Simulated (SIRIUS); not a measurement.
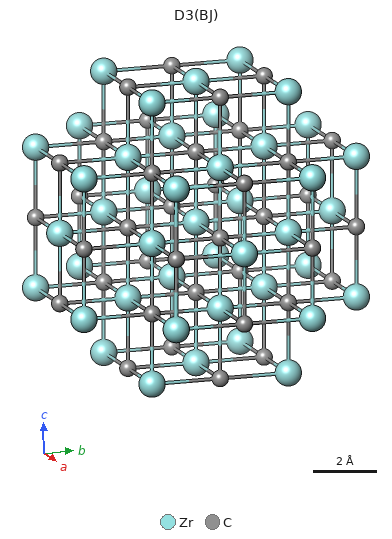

Solid ZrC (set up in Fm-3m), relaxed (cell and atoms) with several dispersion corrections. The picture shows the result with D3(BJ). A ball-and-stick model of the conventional cell (4 times the calculation's cell), seen slightly off an axis. Lengths and directions refer to the drawn axes.

Computed with SIRIUS 7.10.0: revPBE, dojo-sr-pbe-0.4.1-standard. (plane-wave cutoff 1127 eV; k-point mesh 5 × 5 × 5; occupations fermi-dirac; smearing width 0.05 eV; optimiser BFGS; no spin polarisation)

| dispersion correction | volume (Å³/atom) | a (Å) |
| --- | --- | --- |
| D4 | ? | ? |
| D3(BJ) | 12.600 | 4.654 |
| D3 | 12.705 | 4.667 |
| none | 13.179 | 4.724 |

Q: Fill in the missing row.

A: With D4 the volume falls between D3 (12.705) and none (13.179). The calculation gives 12.788 Å³/atom (a = 4.677 Å). In order of volume: D3(BJ) < D3 < D4 < none; the spread is 4.6 %.

Each member starts from this one structure; whether another phase lies lower wasn't checked.
